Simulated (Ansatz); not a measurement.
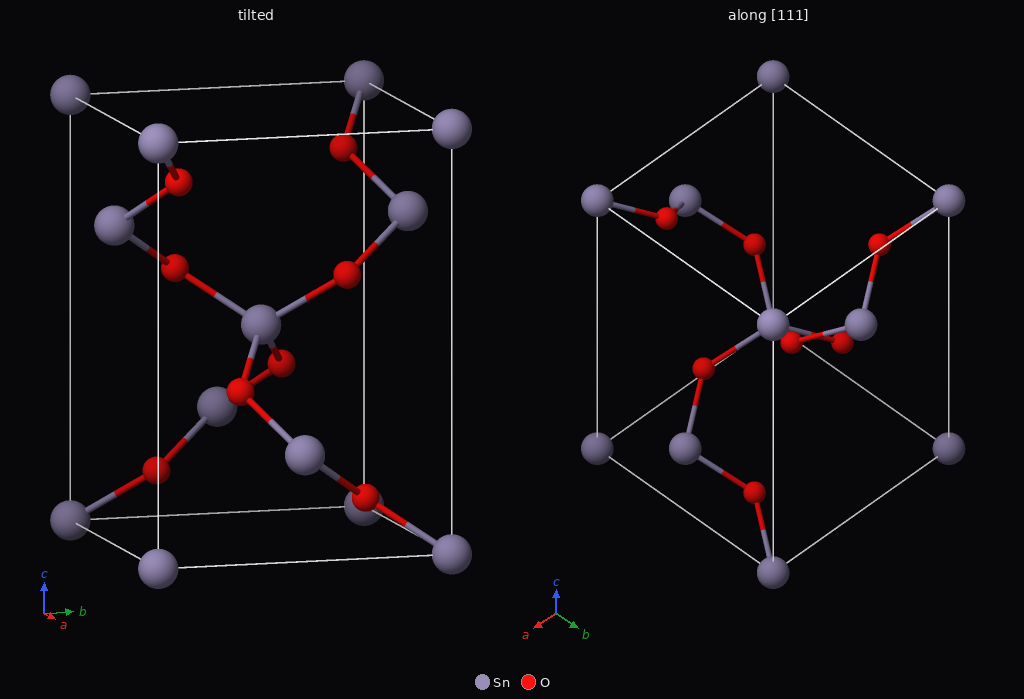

An orthographic ball-and-stick view of the structure, slightly off an axis and along [111]. The edges of the conventional unit cell are marked.

What can be read from this drawing?

Formula: SnO₂. The lattice is body-centred tetragonal and the space group I-42d (No. 122). Counting shared atoms by their share gives 4 Sn, 8 O, or 12 atoms. Each Sn atom is coordinated by four O in a distorted tetrahedral arrangement. O bonds to two Sn in a bent arrangement. The bonds build a three-dimensional framework.

The structure was taken from a structure listed in the Materials Project, with elements exchanged, so it need not be a known form of the compound. Earlier steps of the study, as a rule a relaxation of our own, may have changed the cell and positions, so they can lie some per cent off the listed ones. It was the input of a calculation with Ansatz.
